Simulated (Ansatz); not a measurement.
## Run report: Ti, geometry relaxation (part 2 of 2)

Continued. System: Ti (P6₃/mmc, 2 atoms in the cell). Method: DFT PBEsol, scalar-relativistic, plane waves, PAW, no spin polarisation (Ansatz 0.2.0); cutoff 420 eV, 18×18×10 k-mesh, Gaussian smearing of 0.1 eV. The structure derives from an entry of the Crystallography Open Database.

Geometry of the input (Å; fractional positions):
```
2.9500  0.0000  0.0000
-1.4750  2.5548  0.0000
0.0000  0.0000  4.6860
Ti 0.3333  0.6667  0.2500
Ti 0.6667  0.3333  0.7500
```

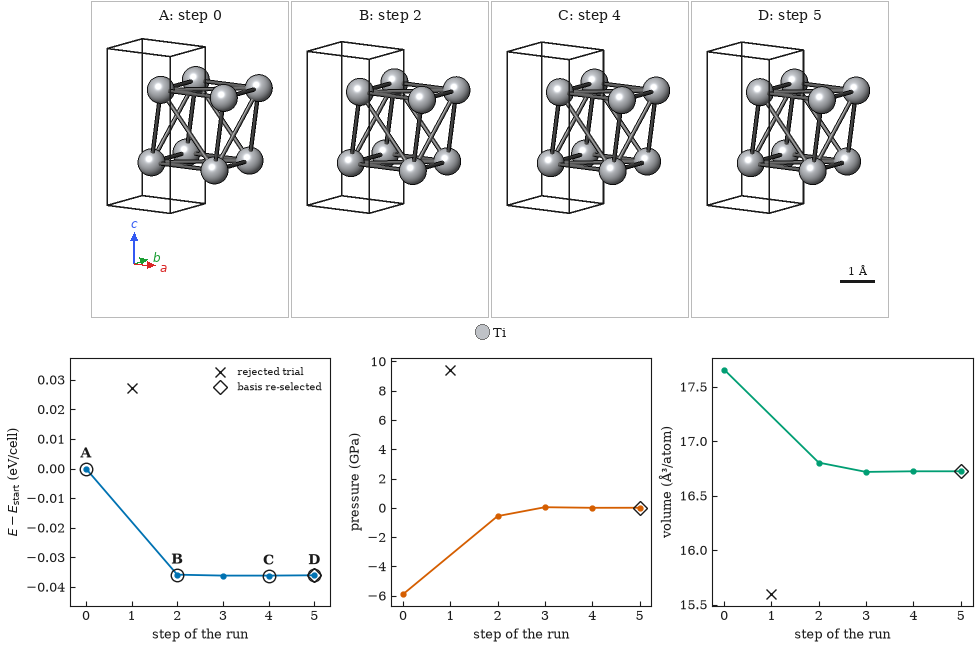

Fig. 1: Frames of the relaxation (ball-and-stick view of the cell of the calculation, repeated 2 × 2 × 1, seen slightly off an axis) above the curves, on which the letters mark them (the first geometry is step 0 here and step 1 in the log).

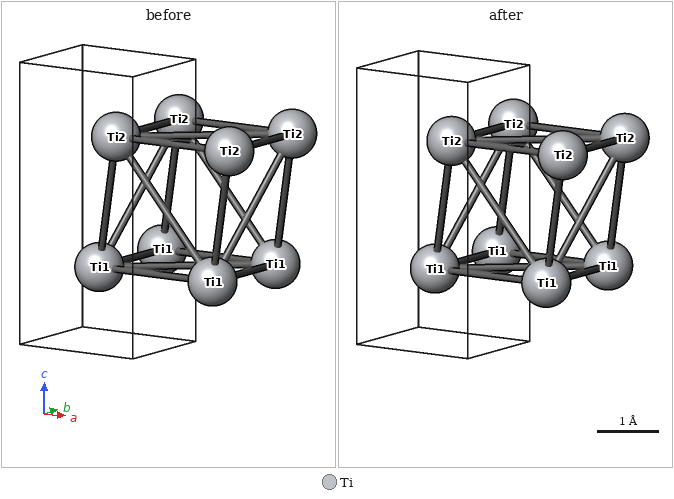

Fig. 2: Before (left) and after (right) the relaxation, at one scale (ball-and-stick view of the cell of the calculation, repeated 2 × 2 × 1, seen slightly off an axis). The atoms keep their places relative to the cell (all moves are under 0.005 Å). The volume changes by −5.3 %, with a = b 2.950 → 2.900 Å (−1.7 %), c 4.686 → 4.591 Å (−2.0 %). Distances before and after: Ti1–Ti2 2.897 → 2.841 Å, Ti1–Ti1 2.950 → 2.900 Å. The space group stays P6_3/mmc (No. 194). Over 4 geometry steps the energy falls by 36.2 meV per cell of the calculation. All forces vanish by symmetry, so only the cell relaxes. The pressure goes from −5.91 to 0.01 GPa. The line search rejected the trial step at point 1 (counted from 0) and went back. A last SCF at the same geometry on a re-selected plane-wave basis shifts the energy by +0.1 meV per cell of the calculation. (Atoms are counted from 1 in the order of the input.)

```
basis re-selected at this cell: Δ(F+E_penalty+E_count) = +1.116e-4 eV, ΔP = +0.004 GPa vs the last step (what re-selecting the basis moved, of the pressure what is left beyond the Pulay correction that the steps carried, after the strain that the cell walked since its last selection, with what the two solves' SCF thresholds leave and, on support functions, any second-order correction that the steps lacked; it is no measure of the basis error at this ecutwfc). This SCF's stress stands 1.82e-2 GPa from its target on what of the cell is left free (relax.cell.stress_tol is 5.00e-2 GPa) and its largest allowed force component is 3.98e-16 eV/Å (relax.f_tol is 5.00e-3 eV/Å): within both
SCF converged after 6 iterations
Free energy (F): -4947.798242 eV
Harris-Foulkes:  -4947.798242 eV  (|F-HF|=1.82e-12)
Internal energy: -4947.789128 eV  (E = F + TS)
E sigma→0 (E₀):  -4947.793685 eV
Entropy (-TS):   -0.009115 eV (-4.557 meV/atom)
Fermi energy:    13.866734 eV
--- Per-component energies (eV) ---
  E_band       = -300.135988
  E_kinetic    = 546.109495
  E_local      = -1584.757579  (includes V_loc(G=0)·N_el)
  E_nonlocal   = 18.766225
  E_hartree    = 652.314418
  E_xc         = -193.882685
  E_vxc        = -243.650931  (∫ρ·V_xc dr)
  E_paw        = -2045.109728  (= ΣΔE_a)
  E_vpaw       = -341.232246  (= ΣTr[D̂ρ^β])
  E_aug_tail   = 0.000211  (compensation charges beyond the density's cutoff)
  E_ewald      = -2341.508253
  E_core_change = 0.278769  (= ΣΔE_core)
  E_smearing   = -0.009115  (= −TS)
  E_closure    = 0.000000  (closes the sum)
  Σ components = -4947.798242   (vs F -4947.798242, Δ=0.00e0)
--- Forces (eV/Å), atoms counted from 1 ---
  atom   1  Ti     0.00000000    -0.00000000     0.00000000
  atom   2  Ti     0.00000000     0.00000000     0.00000000
  max |Σ_I F_I| component: 1.11e-16 eV/Å
--- Stress (GPa, compression-positive) ---
        0.018180       0.000000       0.000000
        0.000000       0.018180       0.000000
        0.000000       0.000000      -0.011331
  P = ⅓ Tr σ = 0.0083 GPa (0.083 kbar)
--- Band table (eV; the first three rows and the last of 222) ---
  k-point 0: bands = ["-42.6619", "-42.4973", "-19.4214", "-18.6872", "-18.6872", "-18.6039", "-18.5717", "-18.5717", "7.5854", "11.0743", "14.6538", "14.6538", "14.7409", "14.7881", "15.1865", "15.1865"]
  k-point 1: bands = ["-42.6579", "-42.5014", "-19.4023", "-18.6844", "-18.6844", "-18.6248", "-18.5745", "-18.5745", "7.6732", "11.0388", "14.5835", "14.6079", "14.6079", "14.7382", "15.1362", "15.1362"]
  k-point 2: bands = ["-42.6464", "-42.5132", "-19.3464", "-18.6853", "-18.6762", "-18.6762", "-18.5828", "-18.5828", "7.9316", "10.9016", "14.2374", "14.5257", "14.5257", "14.5966", "15.0057", "15.0057"]
  k-point 221: bands = ["-42.4831", "-42.4831", "-19.2094", "-19.2094", "-18.9994", "-18.9994", "-18.7145", "-18.7145", "12.5551", "12.5551", "12.7203", "12.7203", "13.6635", "13.6635", "15.6058", "15.6058"]
--- Relaxed structure (5 steps of the walk, 4 accepted, 1 SCFs on fresh bases) ---
  F+E_penalty+E_count = -4947.79824224 eV   max|allowed force component| = 3.978e-16 eV/Å   (the final SCF, on the basis selected at the relaxed cell)
  cell:  # Å, volume = 33.4475 Å³
    - [2.9004352002820313, 0.0, 0.0]
    - [-1.4502176001410156, 2.511850565474845, 0.0]
    - [0.0, 0.0, 4.590990446770747]
  atoms:
    - { symbol: Ti, position: [0.3333333333333333, 0.6666666666666666, 0.25] }
    - { symbol: Ti, position: [0.6666666666666666, 0.3333333333333333, 0.7500000000000001] }
```

**Trajectory as extended XYZ (Å, eV, eV/Å), 6 frames, from step=1 to step=6**
```
2
Lattice="2.9500 0.0000 0.0000 -1.4750 2.5548 0.0000 0.0000 0.0000 4.6860" Properties=species:S:1:pos:R:3:forces:R:3 step=1 energy=-4947.76219 pressure_GPa=-5.91
Ti    0.0000    1.7032    1.1715    0.0000   0.0000   0.0000
Ti    1.4750    0.8516    3.5145    0.0000   0.0000   0.0000
2
Lattice="2.8292 0.0000 0.0000 -1.4146 2.4502 0.0000 0.0000 0.0000 4.4990" Properties=species:S:1:pos:R:3:forces:R:3 step=2 energy=-4947.73508 pressure_GPa=9.45 accepted=F
Ti    0.0000    1.6334    1.1248    0.0000   0.0000   0.0000
Ti    1.4146    0.8167    3.3743    0.0000   0.0000   0.0000
2
Lattice="2.9035 0.0000 0.0000 -1.4518 2.5145 0.0000 0.0000 0.0000 4.6030" Properties=species:S:1:pos:R:3:forces:R:3 step=3 energy=-4947.79804 pressure_GPa=-0.56
Ti    0.0000    1.6764    1.1508    0.0000   0.0000   0.0000
Ti    1.4518    0.8382    3.4523    0.0000   0.0000   0.0000
2
Lattice="2.8998 0.0000 0.0000 -1.4499 2.5113 0.0000 0.0000 0.0000 4.5915" Properties=species:S:1:pos:R:3:forces:R:3 step=4 energy=-4947.79835 pressure_GPa=0.04
Ti    0.0000    1.6742    1.1479    0.0000   0.0000   0.0000
Ti    1.4499    0.8371    3.4437    0.0000   0.0000   0.0000
2
Lattice="2.9004 0.0000 0.0000 -1.4502 2.5119 0.0000 0.0000 0.0000 4.5910" Properties=species:S:1:pos:R:3:forces:R:3 step=5 energy=-4947.79835 pressure_GPa=0.00
Ti    0.0000    1.6746    1.1477    0.0000   0.0000   0.0000
Ti    1.4502    0.8373    3.4432    0.0000   0.0000   0.0000
2
Lattice="2.9004 0.0000 0.0000 -1.4502 2.5119 0.0000 0.0000 0.0000 4.5910" Properties=species:S:1:pos:R:3:forces:R:3 step=6 energy=-4947.79824 pressure_GPa=0.01
Ti    0.0000    1.6746    1.1477    0.0000   0.0000   0.0000
Ti    1.4502    0.8373    3.4432    0.0000   0.0000   0.0000
```

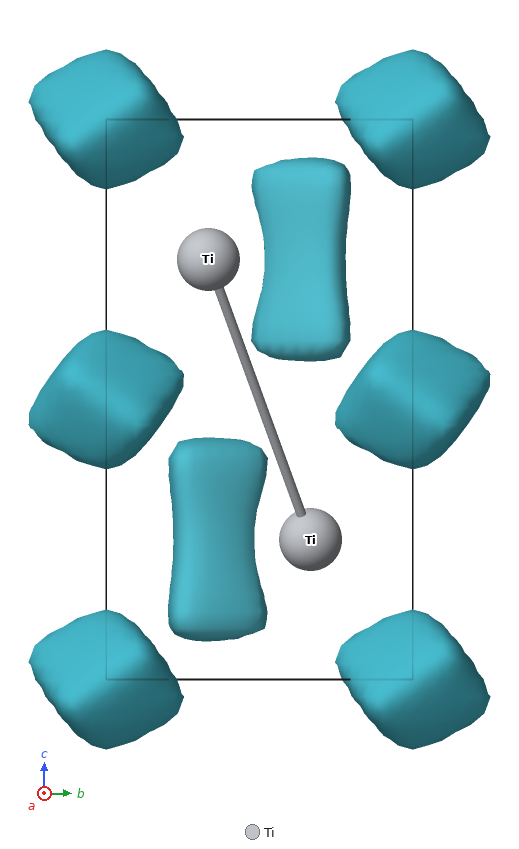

Fig. 3: Isosurface of the ELF at 0.55 (cyan), seen along the a axis. Only the valence region is drawn (cores and ρ < 0.01 e/Å³ removed). Sticks mark near contacts. The outline is the cell set on symmetry axes. Values along the shortest contacts: Ti–Ti (2.84 Å): the ELF is about 0.20 at the midpoint; no localised pair between them. Ti–Ti (2.90 Å): the ELF is about 0.25 at the midpoint; no localised pair between them. Core electrons are frozen (PAW), so the fields are smoothed inside the atomic spheres.

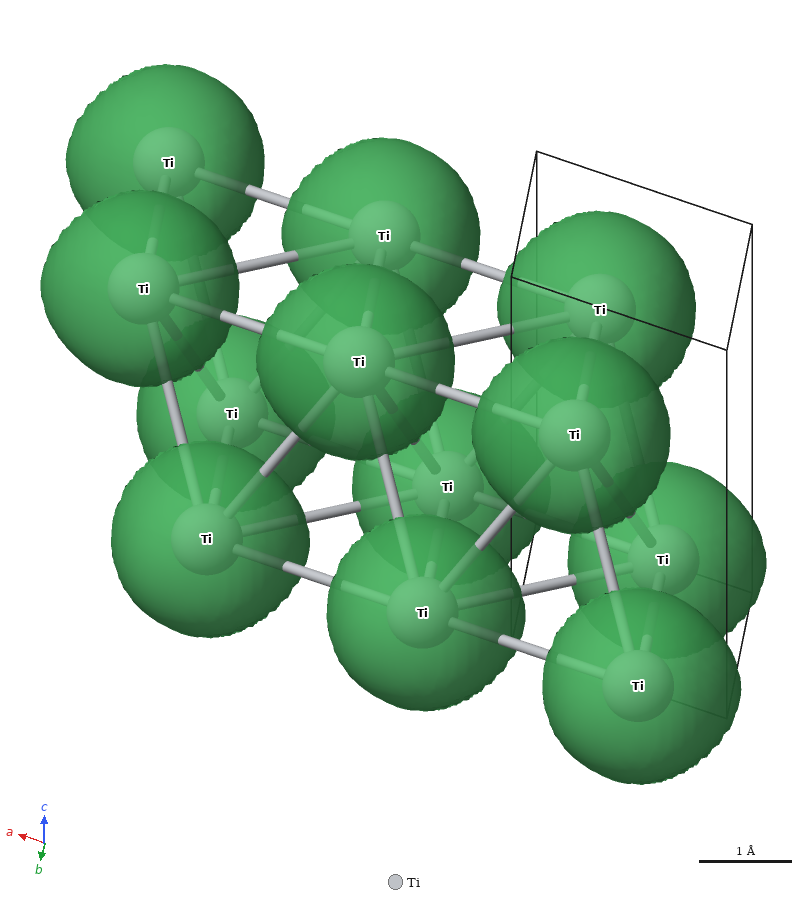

Fig. 4: Isosurface of the valence electron density at 0.3 e/Å³ (green), seen at an oblique angle. Sticks mark near contacts. The outline is the cell set on symmetry axes. At this value the density breaks into separate islands; it holds about 80 % of the electrons treated as valence (semicore included). It is pinched off along the Ti–Ti (2.84 Å) and Ti–Ti (2.90 Å) contacts. On the grid the lowest density along these lines, outside the cores, is 0.2 e/Å³ (Ti–Ti, 2.84 Å) and 0.2 e/Å³ (Ti–Ti, 2.90 Å).

**Results in brief**

| quantity | value |
| --- | --- |
| outcome | converged |
| space group (tolerance 0.01 Å) | P6₃/mmc (194) |
| electrons treated | 24 |
| free energy | −4947.7982 eV |
| Fermi energy | 13.867 eV |
| gap on the k-point mesh | none (metallic) |
| pressure | 0.01 GPa |
| final volume | 33.45 Å³ |
| largest force (length of the vector) at the end | under 0.001 eV/Å |
| final cell | a = 2.900 Å, b = 2.900 Å, c = 4.591 Å, α = 90.00°, β = 90.00°, γ = 120.00° |
| wall time | 20 s (CPU time 39 s) |
| peak memory | 0.49 GiB |
